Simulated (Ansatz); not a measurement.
Run report: Sn, geometry relaxation

System: Sn (2 atoms in the cell).
Method: DFT PBE, scalar-relativistic, plane waves, PAW, no spin polarisation (Ansatz 0.2.0).

The structure derives from an entry of the Crystallography Open Database. Figures and captions count atoms from 1; the log counts them from 0 in places.

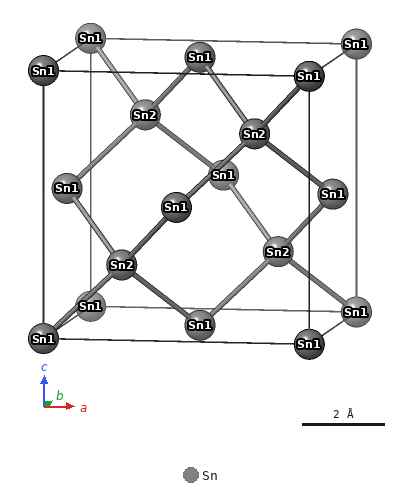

**Figure 1.** The starting structure (ball-and-stick view of the cell 4 times as large as that of the calculation, set on its symmetry axes, seen slightly off an axis; atoms are numbered from 1 in the order of the input).

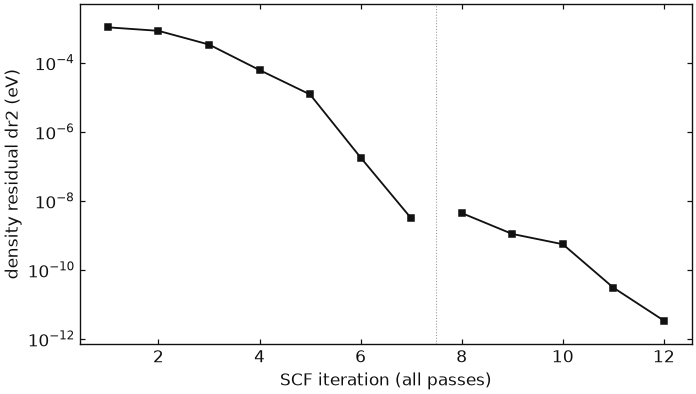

**Figure 2.** Convergence of the self-consistent field: density residual dr2 against the SCF iteration. The dotted lines part the SCF passes of the relaxation: geometry steps, rejected trials and re-solves on a re-selected basis. The passes take 7 and 5 iterations.

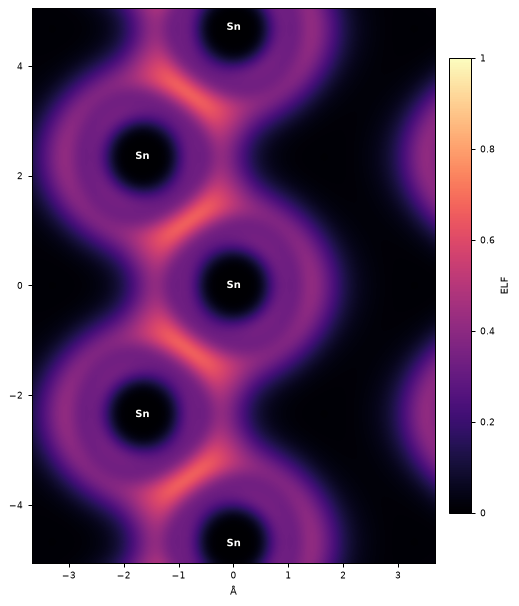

**Figure 3.** ELF on the (011) plane of the conventional cell. The section cuts through Sn sites. Sn–Sn (2.88 Å): the ELF peaks at about 0.65 between the atoms. Core electrons are frozen (PAW), so the fields are smoothed inside the atomic spheres.

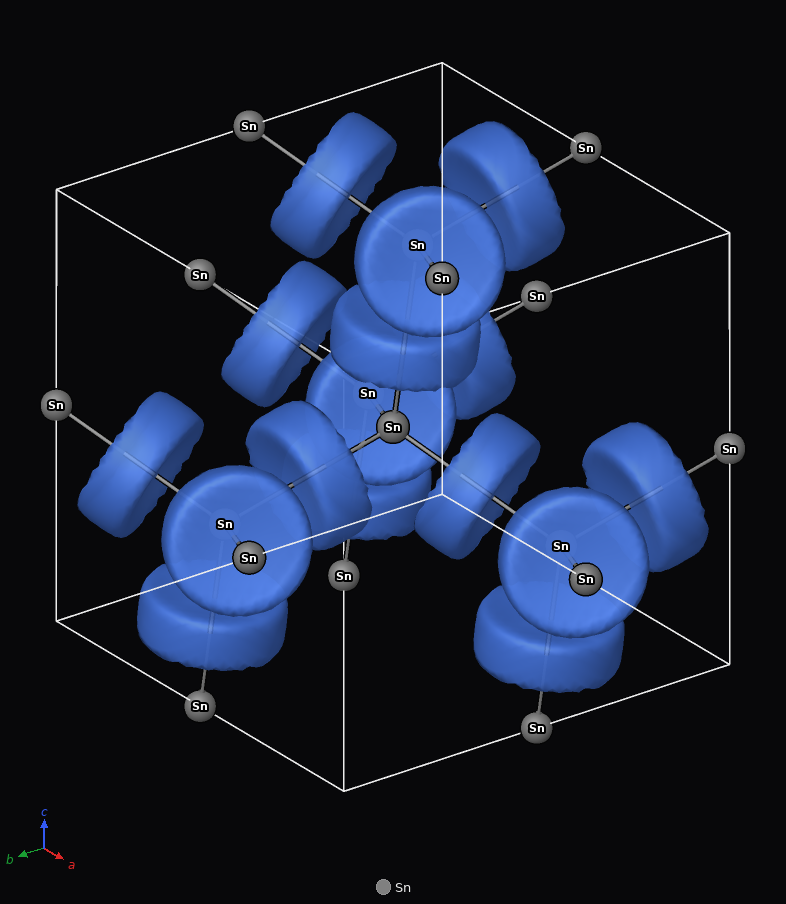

**Figure 4.** Isosurface of the ELF at 0.45 (blue), seen at an oblique angle. Only the valence region is drawn (cores and ρ < 0.01 e/Å³ removed). Sticks mark near contacts. The outline is the cell set on symmetry axes. Along the contacts the grid gives the following. Sn–Sn (2.88 Å): the ELF peaks at about 0.65 between the atoms.

The input that produced these results follows, with the program's output.

## The input
```yaml
crystal:
  lattice:
    - [0.0, 3.3273247529, 3.3273247529]
    - [3.3273247529, 0.0, 3.3273247529]
    - [3.3273247529, 3.3273247529, 0.0]
  atoms:
    - { symbol: Sn, position: [0.0, 0.0, 0.0] }
    - { symbol: Sn, position: [0.25, 0.25, 0.25] }
basis:
  ecutwfc: 420
kpoints:
  mp_grid: { grid: [12, 12, 12] }
hamiltonian:
  xc: pbe
scf:
  occupations: { method: gaussian, width: 0.1 }
output:
  forces: true
  stress: true
  eigenvalues: true
  write_density: true
  write_potential: true
  elf: true
  volumetric_format: npy
relax:
  adjacent_minimum: "off"
  f_tol: 0.005
  max_steps: 80
  cell: { stress_tol: 0.05 }
```

Command:
```bash
ansatz run input.yaml --threads 4 --pin off --max-ram 11264MiB --backend cpu --events-out ev --progress --plain --runs-dir out
```

## The program's output
```
Engine: ansatz 0.2.0, x86_64-unknown-linux-gnu
Pseudopotentials: kind: paw
Pseudopotential: Sn, paw, valence charge 14, recommended cutoff 420 eV (normal), Sn.paw.azcp
Functional definition: PBE
  parameter kappa = 0.804
  parameter beta = 0.06672455060314922
  exchange = pbe_x(kappa = kappa, mu = beta*pi^2/3)
  correlation = pbe_c(beta = beta)
Crystal: 2 atoms, lattice volume = 73.674 Å³
Basis set: ecut = 420 eV, 1459 PW (Γ), exchange–correlation on 64×64×64 points (8 copies of the dense FFT grid, shifted against one another)
Bands: 18, of which v1, the nominal top of the filled ones, is band 14 counted from 1 (13 counted from 0)
Symmetry: 48 space group operations
Space group: Fd-3m (ITA 227), of the structure as read, at distance tolerance 4.2e-5 Å
k-points: 72 of 1728
Non-local potential: Sn, projectors of the file, l = 0: 2, l = 1: 2, l = 2: 2, l = 3: 2
PAW form: soft (Blöchl's): semilocal exchange-correlation on the pseudo side does not see the compensation charge
PAW one-centre angular grid: Sn, 590 points (default); XC on 64 Gauss nodes
Initial density: superposition of atomic densities (neutral atoms: chi_scale 0, normalization atom), corrected by the library's trained network
Initial wavefunctions: pseudopotential atomic-orbital guess
Functional: x = pbe(κ = 0.804, μ = 0.2195149727645171), c = pbe(β = 0.06672455060314922)
SCF iter   1: F=—  HF=-12048.426147 eV  |F-HF|=—  |Δ(HF+E_count)|=         —  Δρ=8.45e-4  dr2=1.05e-3  ethr=1.77e-3  ⟨swp⟩=5.9  Hψ=6709  notcnv=0
preconditioner: auto → Kerker (q_TF=auto, 2.322 Å⁻¹)  [metal: Δε(μ)=0.064 eV  Ē_g=19.870 eV  σ=0.100 eV  W_gap=0.34  n_scr=14 (ndim 8)  ℏωp=22.9 eV  f_vac=0.121  D(μ)=0.26/eV (n_scr^D=0)]
SCF iter   2: F=—  HF=-12048.425113 eV  |F-HF|=—  |Δ(HF+E_count)|=   1.03e-3  Δρ=6.43e-4  dr2=8.31e-4  ethr=3.75e-6  ⟨swp⟩=2.1  Hψ=2813  notcnv=0
SCF iter   3: F=—  HF=-12048.425193 eV  |F-HF|=—  |Δ(HF+E_count)|=   8.03e-5  Δρ=3.82e-4  dr2=3.33e-4  ethr=2.97e-6  ⟨swp⟩=2.7  Hψ=2346  notcnv=0
SCF iter   4: F=—  HF=-12048.425336 eV  |F-HF|=—  |Δ(HF+E_count)|=   1.43e-4  Δρ=2.71e-4  dr2=6.07e-5  ethr=1.19e-6  ⟨swp⟩=3.0  Hψ=2310  notcnv=0
SCF iter   5: F=—  HF=-12048.425380 eV  |F-HF|=—  |Δ(HF+E_count)|=   4.42e-5  Δρ=1.44e-4  dr2=1.19e-5  ethr=2.17e-7  ⟨swp⟩=2.0  Hψ=1586  notcnv=0
SCF iter   6: F=—  HF=-12048.425379 eV  |F-HF|=—  |Δ(HF+E_count)|=   1.54e-6  Δρ=1.59e-5  dr2=1.77e-7  ethr=4.25e-8  ⟨swp⟩=2.0  Hψ=2303  notcnv=0
SCF iter   7: F=-12048.425379 eV  HF=-12048.425379 eV  |F-HF|=1.22e-8  |Δ(HF+E_count)|=   1.74e-7  Δρ=2.54e-6  dr2=3.07e-9  ethr=3.57e-10  ⟨swp⟩=10.3  Hψ=9857  notcnv=0
SCF 1 converged in 7 iterations: F = -12048.425379 eV  dr2 = 3.07e-9
  greatest PAW one-centre occupation: 0.990 electrons in one spin orbital (limit 2), on the Sn atom at site 1 (counted from 0), in its partial waves of l = 2
relax step   1: F+E_penalty+E_count = -12048.42537873 eV  Δ(F+E_penalty+E_count) = +0.000e0 eV  max|allowed force component| = 2.313e-18 eV/Å  Δτ_max = 0.0000 Å  P = +0.015 GPa  Ω = 73.674 Å³  (7 SCF iters, dr2 threshold 1.00e-7 eV, accepted)
Initial density: handed on by an earlier stage of this run
Initial wavefunctions: pseudopotential atomic-orbital guess (no wavefunctions were taken with the density)
iter 1 solved again at ethr=3.31e-7 eV; its pass at ethr=3.10e-3 eV (dr2=9.26e-5 eV) is discarded
SCF iter   1: F=—  HF=-12048.425380 eV  |F-HF|=—  |Δ(HF+E_count)|=         —  Δρ=3.22e-6  dr2=4.35e-9  ethr=3.31e-7  ⟨swp⟩=2.8  Hψ=9728  notcnv=0
eigensolver tolerance schedule: the retry pair's looser diagonalisation over-reported the residual by 21283.52 of it (diagonalisation noise at an unbounded share of the residual, at the tolerance the schedule requests for it); recorded, not acted on — ethr = c·dr2/N_el stays at c = 1.0e-1
preconditioner: auto → Kerker (q_TF=auto, 2.322 Å⁻¹)  [metal: Δε(μ)=0.062 eV  Ē_g=19.892 eV  σ=0.100 eV  W_gap=0.33  n_scr=14 (ndim 8)  ℏωp=22.9 eV  f_vac=0.111  D(μ)=0.26/eV (n_scr^D=0)]
SCF iter   2: F=—  HF=-12048.425379 eV  |F-HF|=—  |Δ(HF+E_count)|=   1.48e-6  Δρ=1.35e-6  dr2=1.08e-9  ethr=1.55e-11  ⟨swp⟩=3.7  Hψ=3382  notcnv=0
SCF iter   3: F=—  HF=-12048.425379 eV  |F-HF|=—  |Δ(HF+E_count)|=   3.87e-9  Δρ=9.28e-7  dr2=5.44e-10  ethr=3.85e-12  ⟨swp⟩=2.0  Hψ=1581  notcnv=0
SCF iter   4: F=—  HF=-12048.425379 eV  |F-HF|=—  |Δ(HF+E_count)|=   4.15e-9  Δρ=1.96e-7  dr2=3.00e-11  ethr=1.94e-12  ⟨swp⟩=2.4  Hψ=1974  notcnv=0
SCF iter   5: F=-12048.425379 eV  HF=-12048.425379 eV  |F-HF|=1.82e-12  |Δ(HF+E_count)|=  6.18e-11  Δρ=5.52e-8  dr2=3.32e-12  ethr=1.00e-12  ⟨swp⟩=6.8  Hψ=6535  notcnv=0
SCF 2 converged in 5 iterations: F = -12048.425379 eV  dr2 = 3.32e-12
relax step   2: F+E_penalty+E_count = -12048.42537874 eV  Δ(F+E_penalty+E_count) = -2.907e-9 eV  max|allowed force component| = 6.939e-18 eV/Å  Δτ_max = 0.0000 Å  P = +0.015 GPa  Ω = 73.674 Å³  stress off target by 1.52e-2 GPa  SCF on the basis re-selected at this cell (its energy is not comparable with the rows above)  (5 SCF iters)
basis re-selected at this cell: Δ(F+E_penalty+E_count) = -2.907e-9 eV, ΔP = +0.000 GPa vs the last step (what re-selecting the basis moved, of the pressure what is left beyond the Pulay correction that the steps carried, after the strain that the cell walked since its last selection, with what the two solves' SCF thresholds leave and, on support functions, any second-order correction that the steps lacked; it is no measure of the basis error at this ecutwfc). This SCF's stress stands 1.52e-2 GPa from its target on what of the cell is left free (relax.cell.stress_tol is 5.00e-2 GPa) and its largest allowed force component is 6.94e-18 eV/Å (relax.f_tol is 5.00e-3 eV/Å): within both
SCF converged after 5 iterations
Free energy (F): -12048.425379 eV
Harris-Foulkes:  -12048.425379 eV  (|F-HF|=1.82e-12)
Internal energy: -12048.424081 eV  (E = F + TS)
E sigma→0 (E₀):  -12048.424730 eV
Entropy (-TS):   -0.001298 eV (-0.649 meV/atom)
Fermi energy:    6.884237 eV
--- Per-component energies (eV) ---
  E_band       = -270.128626
  E_kinetic    = 373.002976
  E_local      = -2393.904310  (includes V_loc(G=0)·N_el)
  E_nonlocal   = -64.173558
  E_hartree    = 1359.978582
  E_xc         = -763.492785
  E_vxc        = -190.164135  (∫ρ·V_xc dr)
  E_paw        = -8275.218120  (= ΣΔE_a)
  E_vpaw       = -714.846778  (= ΣTr[D̂ρ^β])
  E_aug_tail   = -0.000001  (compensation charges beyond the density's cutoff)
  E_ewald      = -2284.616865
  E_smearing   = -0.001298  (= −TS)
  E_closure    = 0.000000  (closes the sum)
  Σ components = -12048.425379   (vs F -12048.425379, Δ=0.00e0)
--- Forces (eV/Å), atoms counted from 1 ---
  atom   1  Sn     0.00000000     0.00000000    -0.00000000
  atom   2  Sn     0.00000000     0.00000000    -0.00000000
  max |Σ_I F_I| component: 6.01e-17 eV/Å
--- Stress (GPa, compression-positive) ---
        0.015188      -0.000000       0.000000
       -0.000000       0.015188       0.000000
       -0.000000       0.000000       0.015188
  P = ⅓ Tr σ = 0.0152 GPa (0.152 kbar)
--- Band table (eV; the first three rows and the last of 72) ---
  k-point 0: bands = ["-14.6451", "-14.6451", "-14.6451", "-14.5954", "-14.5954", "-14.3422", "-14.3422", "-14.3422", "-14.3408", "-14.3408", "-3.2141", "5.7617", "6.9938", "6.9938", "6.9938", "9.0553", "9.0553", "9.0553"]
  k-point 1: bands = ["-14.6495", "-14.6495", "-14.6436", "-14.5893", "-14.5893", "-14.3560", "-14.3560", "-14.3440", "-14.3281", "-14.3281", "-3.1518", "5.1125", "6.8690", "6.8690", "7.2569", "9.2186", "9.2186", "9.2971"]
  k-point 2: bands = ["-14.6581", "-14.6581", "-14.6396", "-14.5765", "-14.5765", "-14.3700", "-14.3700", "-14.3489", "-14.3167", "-14.3167", "-2.9680", "4.0200", "6.5978", "6.5978", "7.2912", "9.5725", "9.5725", "10.0639"]
  k-point 71: bands = ["-14.7012", "-14.7012", "-14.5285", "-14.5285", "-14.4731", "-14.4731", "-14.4377", "-14.4377", "-14.2684", "-14.2684", "-0.3163", "-0.3163", "4.1700", "4.1700", "10.1108", "10.1108", "10.9158", "10.9158"]
--- Relaxed structure (1 steps of the walk, 1 accepted, 1 SCFs on fresh bases) ---
  F+E_penalty+E_count = -12048.42537874 eV   max|allowed force component| = 6.939e-18 eV/Å   (the final SCF, on the basis selected at the relaxed cell)
  cell:  # Å, volume = 73.6742 Å³
    - [0.0, 3.3273247529, 3.3273247529]
    - [3.3273247529, 0.0, 3.3273247529]
    - [3.3273247529, 3.3273247529, 0.0]
  atoms:
    - { symbol: Sn, position: [0.0, 0.0, 0.0] }
    - { symbol: Sn, position: [0.25, 0.25, 0.25] }
```

## Trajectory as extended XYZ (Å, eV, eV/Å), 2 frames, from step=1 to step=2
```
2
Lattice="0.0000 3.3273 3.3273 3.3273 0.0000 3.3273 3.3273 3.3273 0.0000" Properties=species:S:1:pos:R:3:forces:R:3 step=1 energy=-12048.42538 pressure_GPa=0.02
Sn    0.0000    0.0000    0.0000    0.0000   0.0000   0.0000
Sn    1.6637    1.6637    1.6637    0.0000   0.0000   0.0000
2
Lattice="0.0000 3.3273 3.3273 3.3273 0.0000 3.3273 3.3273 3.3273 0.0000" Properties=species:S:1:pos:R:3:forces:R:3 step=2 energy=-12048.42538 pressure_GPa=0.02
Sn    0.0000    0.0000    0.0000    0.0000   0.0000   0.0000
Sn    1.6637    1.6637    1.6637    0.0000   0.0000   0.0000
```

## Summary

```csv
quantity,value
outcome,converged
space group (tolerance 0.01 Å),Fd-3m (227)
electrons treated,28
free energy,−12048.4254 eV
Fermi energy,6.884 eV
gap on the k-point mesh,none (metallic)
pressure,0.02 GPa
final volume,73.67 Å³
largest force (length of the vector) at the end,under 0.001 eV/Å
final cell,"a = 4.706 Å, b = 4.706 Å, c = 4.706 Å, α = 60.00°, β = 60.00°, γ = 60.00°"
hardware,"4 threads of Intel Xeon @ 2.50GHz (Skylake/Cascade Lake), 32 GiB of memory available, shared host"
wall time,5.2 s (CPU time 17 s)
peak memory,0.49 GiB
```
